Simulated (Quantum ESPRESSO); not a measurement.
Run report: Ni, hp calculation (part 2 of 2)

Ni (Fm-3m, 1 atom in the cell); Kohn-Sham DFT of a periodic cell, PBE, DFT+U, PseudoDojo 0.4 SR PBE stringent, spin-polarised (Quantum ESPRESSO 7.5); cutoff 1414.99 eV, 6×6×6 k-mesh, cold smearing of 0.136 eV, collinear spins. The structure derives from a Materials Project entry.

Geometry of the input (Å; fractional positions):
```
0.0000  1.7376  1.7376
1.7376  0.0000  1.7376
1.7376  1.7376  0.0000
Ni 0.0000  0.0000  0.0000
```

Output, continued:
```
     total energy              =    -338.24585418 Ry
     estimated scf accuracy    <       0.00000039 Ry

     total magnetization       =     0.60 Bohr mag/cell
     absolute magnetization    =     0.78 Bohr mag/cell

     iteration # 14     ecut=   104.00 Ry     beta= 0.30
     Davidson diagonalization with overlap
     ethr =  2.17E-09,  avg # of iterations =  1.0

     total energy              =    -338.24585464 Ry
     estimated scf accuracy    <       0.00000084 Ry

     total magnetization       =     0.60 Bohr mag/cell
     absolute magnetization    =     0.78 Bohr mag/cell

     iteration # 15     ecut=   104.00 Ry     beta= 0.30
     Davidson diagonalization with overlap
     ethr =  2.17E-09,  avg # of iterations =  1.8

     total energy              =    -338.24585477 Ry
     estimated scf accuracy    <       0.00000251 Ry

     total magnetization       =     0.60 Bohr mag/cell
     absolute magnetization    =     0.78 Bohr mag/cell

     iteration # 16     ecut=   104.00 Ry     beta= 0.30
     Davidson diagonalization with overlap
     ethr =  2.17E-09,  avg # of iterations =  1.0

     total energy              =    -338.24585506 Ry
     estimated scf accuracy    <       0.00000273 Ry

     total magnetization       =     0.60 Bohr mag/cell
     absolute magnetization    =     0.78 Bohr mag/cell

     iteration # 17     ecut=   104.00 Ry     beta= 0.30
     Davidson diagonalization with overlap
     ethr =  2.17E-09,  avg # of iterations =  1.0

     total energy              =    -338.24585319 Ry
     estimated scf accuracy    <       0.00000375 Ry

     total magnetization       =     0.60 Bohr mag/cell
     absolute magnetization    =     0.78 Bohr mag/cell

     iteration # 18     ecut=   104.00 Ry     beta= 0.30
     Davidson diagonalization with overlap
     ethr =  2.17E-09,  avg # of iterations =  2.7

     total energy              =    -338.24585393 Ry
     estimated scf accuracy    <       0.00000025 Ry

     total magnetization       =     0.60 Bohr mag/cell
     absolute magnetization    =     0.78 Bohr mag/cell

     iteration # 19     ecut=   104.00 Ry     beta= 0.30
     Davidson diagonalization with overlap
     ethr =  1.36E-09,  avg # of iterations =  1.5

     Magnetic moment per site  (integrated on atomic sphere of radius R)
     atom   1 (R=0.412)  charge= 16.7285  magn=  0.6720

     End of self-consistent calculation

     =================== HUBBARD OCCUPATIONS ===================
     ------------------------ ATOM    1 ------------------------
     Tr[ns(  1)] (up, down, total) =   4.81313  4.11159  8.92472
     Atomic magnetic moment for atom   1 =   0.70154
     SPIN  1
     eigenvalues:
       0.959  0.959  0.959  0.967  0.967
     eigenvectors (columns):
      -0.000 -0.000 -0.000  0.071 -0.997
      -0.227  0.251 -0.941 -0.000  0.000
      -0.643  0.687  0.338 -0.000  0.000
       0.000  0.000  0.000 -0.997 -0.071
       0.732  0.682  0.005  0.000 -0.000
     occupation matrix ns (before diag.):
       0.967 -0.000 -0.000  0.000  0.000
      -0.000  0.959 -0.000  0.000  0.000
      -0.000 -0.000  0.959  0.000  0.000
       0.000  0.000  0.000  0.967 -0.000
       0.000  0.000  0.000 -0.000  0.959
     SPIN  2
     eigenvalues:
       0.738  0.738  0.738  0.949  0.949
     eigenvectors (columns):
      -0.000 -0.000 -0.000  0.082 -0.997
      -0.243 -0.932  0.269 -0.000  0.000
      -0.649  0.362  0.669 -0.000  0.000
       0.000  0.000  0.000 -0.997 -0.082
       0.721  0.012  0.693  0.000 -0.000
     occupation matrix ns (before diag.):
       0.949 -0.000 -0.000  0.000  0.000
      -0.000  0.738 -0.000  0.000  0.000
      -0.000 -0.000  0.738  0.000  0.000
       0.000  0.000  0.000  0.949 -0.000
       0.000  0.000  0.000 -0.000  0.738

     Number of occupied Hubbard levels =    8.9247

 ------ SPIN UP ------------

          k = 0.0000 0.0000 0.0000 (  1243 PWs)   bands (ev):

   -83.6980 -43.9798 -43.9798 -43.9798  10.0526  15.1365  15.1365  15.1365
    16.5691  16.5691  43.2417  47.4600  47.4600  47.4600  50.1872  50.1872
    50.1872  53.3922

          k = 0.1179 0.1179-0.1179 (  1278 PWs)   bands (ev):

   -83.6882 -44.0447 -43.9891 -43.9891  11.1134  14.9076  15.3411  15.3411
    16.5085  16.5085  38.4362  44.0751  45.9948  45.9948  51.5274  52.0844
    52.0844  56.0379

          k = 0.2357 0.2357-0.2357 (  1272 PWs)   bands (ev):

   -83.6712 -44.1729 -44.0074 -44.0074  12.7718  15.3540  15.3540  15.9162
    16.8557  16.8557  30.2074  42.5638  44.9026  44.9026  49.0345  49.0345
    52.9297  60.5686

          k =-0.3536-0.3536 0.3536 (  1260 PWs)   bands (ev):

   -83.6650 -44.2361 -44.0165 -44.0165  12.8143  15.2214  15.2214  17.2086
    17.2086  18.9572  25.1412  41.7101  44.6513  44.6513  47.2966  47.2966
    53.9965  66.9312

          k = 0.2357 0.0000-0.0000 (  1303 PWs)   bands (ev):

   -83.6847 -44.0422 -44.0040 -44.0040  11.4534  14.6195  15.5638  15.5638
    16.1440  16.7599  41.4745  41.9874  41.9874  43.1869  49.5053  55.1339
    55.6194  55.6194

          k = 0.3536 0.1179-0.1179 (  1269 PWs)   bands (ev):

   -83.6695 -44.1363 -44.0261 -44.0252  13.0683  14.3641  15.3618  15.8146
    17.0380  17.1707  33.4824  39.9320  40.2588  43.1055  49.9105  53.9992
    55.4051  58.8974

          k =-0.2357-0.4714 0.4714 (  1258 PWs)   bands (ev):

   -83.6589 -44.2113 -44.0551 -44.0314  13.3313  14.7919  15.4539  15.6762
    17.2343  20.7650  26.4000  37.4841  40.2519  42.2503  52.5784  52.6352
    57.2311  59.9258

          k =-0.1179-0.3536 0.3536 (  1264 PWs)   bands (ev):

   -83.6614 -44.1908 -44.0634 -44.0167  13.4457  14.9444  15.2850  15.6827
    16.6894  19.6397  28.4926  35.9918  43.1514  43.2764  51.2070  51.4252
    59.2440  59.4486

          k = 0.0000-0.2357 0.2357 (  1279 PWs)   bands (ev):

   -83.6756 -44.1060 -44.0318 -43.9955  12.5928  14.5400  15.4102  15.7196
    16.1262  17.2496  35.9797  36.7610  46.4440  47.7808  48.3031  51.4688
    52.3447  58.1111

          k = 0.4714 0.0000-0.0000 (  1266 PWs)   bands (ev):

   -83.6600 -44.1634 -44.0518 -44.0518  13.1676  13.6548  16.6138  16.6138
    17.1516  17.6072  35.4096  36.6829  36.6829  39.9592  44.0869  62.7779
    62.7779  63.4407

          k =-0.1179-0.5893 0.5893 (  1270 PWs)   bands (ev):

   -83.6503 -44.1968 -44.0920 -44.0609  13.3313  13.5882  16.0494  16.7125
    17.2884  21.7040  30.3300  31.7225  36.1445  41.1089  47.9284  59.5876
    61.1242  68.6955

          k =-0.0000-0.4714 0.4714 (  1276 PWs)   bands (ev):

   -83.6493 -44.1559 -44.1544 -44.0436  13.8667  14.1777  14.9919  16.4407
    16.7987  24.1941  27.0553  30.3018  38.6181  41.7926  56.4265  56.4930
    57.0068  61.8685

          k =-0.7071 0.0000 0.0000 (  1266 PWs)   bands (ev):

   -83.6480 -44.2222 -44.0754 -44.0754  12.8876  13.2029  17.2825  17.2825
    17.3528  21.8080  28.9836  34.4960  34.4960  39.5199  43.3513  64.3342
    69.3283  71.2677

          k =-0.2357-0.4714 0.7071 (  1265 PWs)   bands (ev):

   -83.6568 -44.1717 -44.0866 -44.0393  13.9182  14.0412  14.9370  16.6135
    16.6458  20.0786  31.7963  32.9485  36.7159  46.5552  48.8939  53.2542
    59.8710  64.4105

          k =-0.1179-0.3536 0.5893 (  1252 PWs)   bands (ev):

   -83.6494 -44.1818 -44.1178 -44.0542  14.0528  14.1275  14.7624  16.2998
    17.0771  24.4197  26.1128  33.2388  34.0501  47.0993  49.9502  56.7972
    59.2675  61.3161

          k =-0.7071 0.2357 0.0000 (  1268 PWs)   bands (ev):

   -83.6456 -44.1872 -44.1135 -44.0782  13.4993  13.7539  15.4594  16.7680
    17.2834  24.8457  29.3678  30.0259  31.7605  45.5392  49.3392  55.5445
    61.7356  68.2110

 ------ SPIN DOWN ----------

          k = 0.0000 0.0000 0.0000 (  1243 PWs)   bands (ev):

   -82.9029 -43.1442 -43.1442 -43.1442   9.8876  17.0453  17.0453  17.0453
    17.1415  17.1415  42.8969  47.3122  47.3122  47.3122  50.2681  50.2681
    50.2681  53.1591

          k = 0.1179 0.1179-0.1179 (  1278 PWs)   bands (ev):

   -82.8927 -43.2114 -43.1537 -43.1537  10.9711  16.7392  16.8723  16.8723
    17.4657  17.4657  38.4373  43.8053  45.9747  45.9747  51.3574  51.9764
    51.9764  56.1442

          k = 0.2357 0.2357-0.2357 (  1272 PWs)   bands (ev):

   -82.8735 -43.3444 -43.1726 -43.1726  13.3835  16.3982  16.3982  16.8250
    18.3259  18.3259  30.4130  42.2949  44.9144  44.9144  48.9578  48.9578
    52.8191  60.5799

          k =-0.3536-0.3536 0.3536 (  1260 PWs)   bands (ev):

   -82.8651 -43.4101 -43.1820 -43.1820  14.1347  16.1696  16.1696  18.7683
    18.7951  18.7951  25.7372  41.4275  44.6297  44.6297  47.2537  47.2537
    53.9706  66.8840

          k = 0.2357 0.0000-0.0000 (  1303 PWs)   bands (ev):

   -82.8893 -43.2090 -43.1691 -43.1691  11.3003  16.4687  16.6736  17.3384
    17.4915  17.4915  41.3651  41.9912  41.9912  43.0021  49.6173  55.0454
    55.4553  55.4553

          k = 0.3536 0.1179-0.1179 (  1269 PWs)   bands (ev):

   -82.8730 -43.3065 -43.1917 -43.1909  13.2081  15.9433  16.3890  17.0224
    18.3684  18.4903  33.5748  39.9271  40.1376  43.0897  49.9184  53.8448
    55.2831  58.8078

          k =-0.2357-0.4714 0.4714 (  1258 PWs)   bands (ev):

   -82.8604 -43.3840 -43.2215 -43.1974  14.5847  15.3848  16.6024  16.9909
    18.8648  21.2039  26.7716  37.4255  40.2212  42.1797  52.5003  52.5144
    57.1751  59.9151

          k =-0.1179-0.3536 0.3536 (  1264 PWs)   bands (ev):

   -82.8633 -43.3628 -43.2301 -43.1822  14.5200  15.6781  16.4788  16.6471
    18.4215  20.4305  28.7386  35.9910  43.1196  43.1341  51.1822  51.2496
    59.2446  59.3876

          k = 0.0000-0.2357 0.2357 (  1279 PWs)   bands (ev):

   -82.8793 -43.2751 -43.1976 -43.1603  12.5693  16.3357  16.5101  16.6693
    17.6703  18.5018  36.0631  36.7518  46.2943  47.7043  48.0636  51.4938
    52.3762  58.1687

          k = 0.4714 0.0000-0.0000 (  1266 PWs)   bands (ev):

   -82.8637 -43.3345 -43.2185 -43.2185  13.3572  15.4056  17.7060  17.7429
    18.6110  18.6110  35.3799  36.6412  36.6412  40.0374  44.1407  62.5838
    62.5838  63.3631

          k =-0.1179-0.5893 0.5893 (  1270 PWs)   bands (ev):

   -82.8534 -43.3687 -43.2599 -43.2280  13.6947  15.2421  17.5178  17.6376
    19.1005  22.0588  30.3946  31.7687  36.0729  41.1441  47.9358  59.4863
    60.9286  68.5962

          k =-0.0000-0.4714 0.4714 (  1276 PWs)   bands (ev):

   -82.8520 -43.3261 -43.3239 -43.2100  14.4777  15.4767  16.6570  16.9883
    18.8285  24.4846  27.2715  30.3812  38.5672  41.7494  56.3475  56.4823
    56.7744  61.8961

          k =-0.7071 0.0000 0.0000 (  1266 PWs)   bands (ev):

   -82.8512 -43.3953 -43.2430 -43.2430  13.2072  14.9128  17.9508  19.3471
    19.3471  21.6241  29.1230  34.3878  34.3878  39.6589  43.4016  64.2239
    69.0785  71.0884

          k =-0.2357-0.4714 0.7071 (  1265 PWs)   bands (ev):

   -82.8596 -43.3429 -43.2540 -43.2055  14.2229  15.7617  16.1840  17.1994
    18.6171  20.8156  31.9258  32.9591  36.6895  46.4738  48.8493  53.2017
    59.7009  64.3482

          k =-0.1179-0.3536 0.5893 (  1252 PWs)   bands (ev):

   -82.8521 -43.3527 -43.2861 -43.2210  14.4950  15.5884  16.4260  16.9573
    19.0203  24.6198  26.4344  33.2543  34.0575  46.9994  49.8687  56.7892
    59.2519  61.1416

          k =-0.7071 0.2357 0.0000 (  1268 PWs)   bands (ev):

   -82.8489 -43.3582 -43.2819 -43.2459  13.8441  15.4426  17.1370  17.3278
    19.3481  25.0285  29.4616  30.1206  31.7482  45.4871  49.3541  55.4071
    61.7417  68.0268

     the Fermi energy is    18.6076 ev

!    total energy              =    -338.24585396 Ry
     estimated scf accuracy    <          1.4E-10 Ry
     smearing contrib. (-TS)   =       0.00019423 Ry
     internal energy E=F+TS    =    -338.24604819 Ry

     The total energy is F=E-TS. E is the sum of the following terms:
     one-electron contribution =    -162.90433962 Ry
     hartree contribution      =      94.57876481 Ry
     xc contribution           =     -43.85860374 Ry
     ewald contribution        =    -226.20353110 Ry
     Hubbard energy            =       0.14166146 Ry

     total magnetization       =     0.60 Bohr mag/cell
     absolute magnetization    =     0.78 Bohr mag/cell

     convergence has been achieved in  19 iterations

     Forces acting on atoms (cartesian axes, Ry/au):

     atom    1 type  1   force =     0.00000000    0.00000000    0.00000000

     Total force =     0.000000     Total SCF correction =     0.000000

     Computing stress (Cartesian axis) and pressure

          total   stress  (Ry/bohr**3)                   (kbar)     P=       95.59
   0.00064980   0.00000000   0.00000000           95.59        0.00        0.00
   0.00000000   0.00064980   0.00000000            0.00       95.59        0.00
   0.00000000   0.00000000   0.00064980            0.00        0.00       95.59

=------------------------------------------------------------------------------=
   JOB DONE.
=------------------------------------------------------------------------------=
```

File Hubbard_parameters.dat:
```
  =-------------------------------------------------------------------------------=

                                 Hubbard U parameters:

       site n.  type  label  spin  new_type  new_label  manifold  Hubbard U (eV)
         1        1   Ni       1      1         Ni         3d       6.2168

  =-------------------------------------------------------------------------------=
```

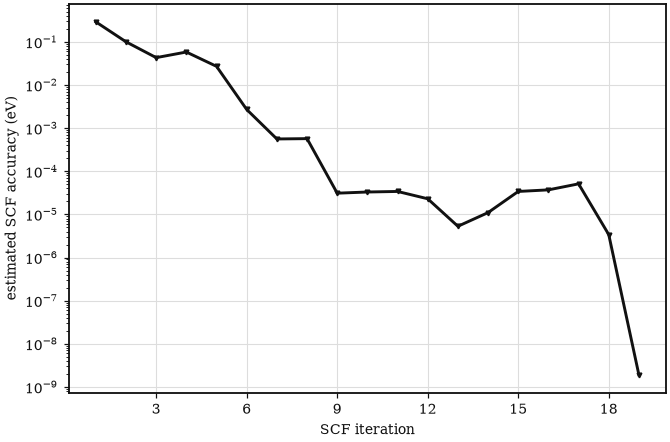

Fig. 1: Convergence of the self-consistent field: estimated SCF accuracy against the iteration. The field takes 19 iterations in all.
